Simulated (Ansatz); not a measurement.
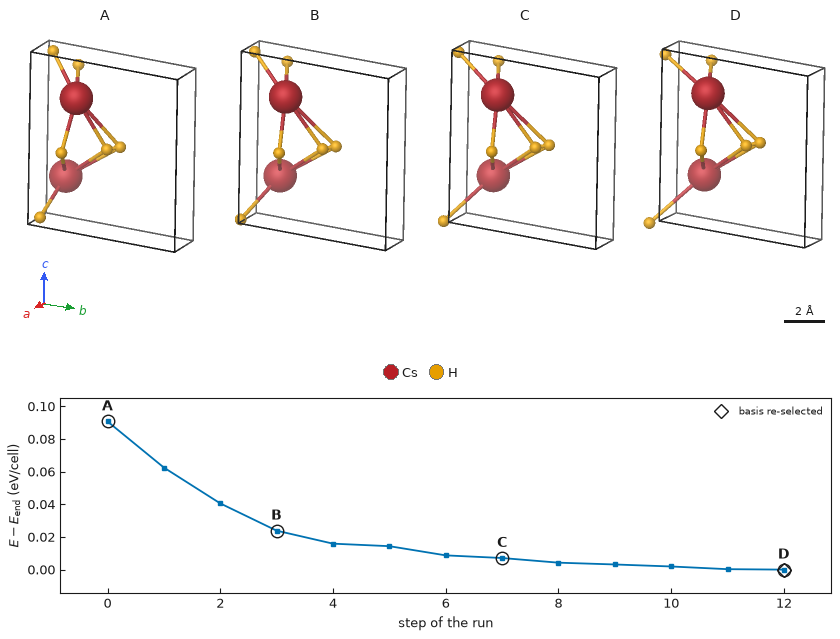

Frames of a relaxation of solid CsH$_{3}$ (a generated structure, set up in P1) (coarse preliminary run), marked on the history of the run. A ball-and-stick model of the cell of the calculation, seen slightly off an axis.

All numbers below come from Ansatz 0.2.0, DFT PBE, scalar-relativistic, plane waves, PAW. (plane-wave cutoff 420 eV; k-point mesh 4 × 2 × 2; occupations gaussian; smearing width 0.1 eV; no spin polarisation; cell and atoms relaxed; force threshold 0.04 eV/Å; at most 70 steps)

Describe the path.

The energy falls by 90.8 meV per cell of the calculation in 11 accepted moves (12 points after the start). Largest force component: 0.15 eV/Å at the start, 0.03 eV/Å at the end. The pressure goes from −0.02 to −0.04 GPa. The SCF was repeated once at an unchanged geometry on a basis and grid sized afresh for the cell, which shifted the energy by 0.3 meV per cell of the calculation at most. The atom that moves furthest relative to the cell is an H atom (1.36 Å along [−1 −2 −1]). Largest moves by element: H 1.36 Å, Cs 0.54 Å. Cell: a 5.055 → 5.046 Å (−0.2 %), b 7.686 → 7.611 Å (−1.0 %), c 8.788 → 8.767 Å (−0.2 %), α 99.5° → 98.8°, β 95.2° → 91.3°, γ 91.3° → 90.4°. Volume −0.8 %. Near-neighbour distances that change, for instance: Cs–H 3.337 → 4.937 Å, Cs–H 3.180 → 3.833 Å, Cs–H 3.314 → 3.810 Å, Cs–H 2.943 → 3.427 Å. Among the angles between lasting bonds that change: H–Cs–H 103.4° → 114.7°, H–Cs–H 106.6° → 117.6°, Cs–H–Cs 108.1° → 118.8°. The space group stays P1 (No. 1). From step 0 to 3: an H atom moves most (0.52 Å), volume −1.7 %, energy −66.9 meV per cell of the calculation. From step 3 to 7: an H atom moves most (0.42 Å), volume −0.1 %, energy −16.8 meV per cell of the calculation. From step 7 to 12: an H atom moves most (0.54 Å), volume +1.1 %, energy −7.1 meV per cell of the calculation.

| step | E − E(0), meV/atom | largest force component, eV/Å | pressure, GPa | volume, Å³/atom | note |
| --- | --- | --- | --- | --- | --- |
| 0 | 0.00 | 0.1534 | -0.02 | 41.900 |  |
| 1 | -3.53 | 0.1137 | -0.02 | 41.731 |  |
| 2 | -6.27 | 0.0893 | 0.01 | 41.452 |  |
| 3 | -8.36 | 0.0745 | 0.05 | 41.187 |  |
| 4 | -9.36 | 0.2783 | -0.02 | 41.067 |  |
| 5 | -9.55 | 0.2751 | 0.10 | 40.976 |  |
| 6 | -10.25 | 0.0143 | 0.04 | 41.037 |  |
| 7 | -10.46 | 0.0370 | 0.02 | 41.142 |  |
| 8 | -10.81 | 0.0847 | -0.04 | 41.466 |  |
| 9 | -10.95 | 0.0432 | -0.04 | 41.578 |  |
| 10 | -11.10 | 0.0204 | -0.05 | 41.634 |  |
| 11 | -11.31 | 0.0310 | -0.04 | 41.583 |  |
| 12 | -11.34 | 0.0305 | -0.04 | 41.583 | same geometry, new basis |
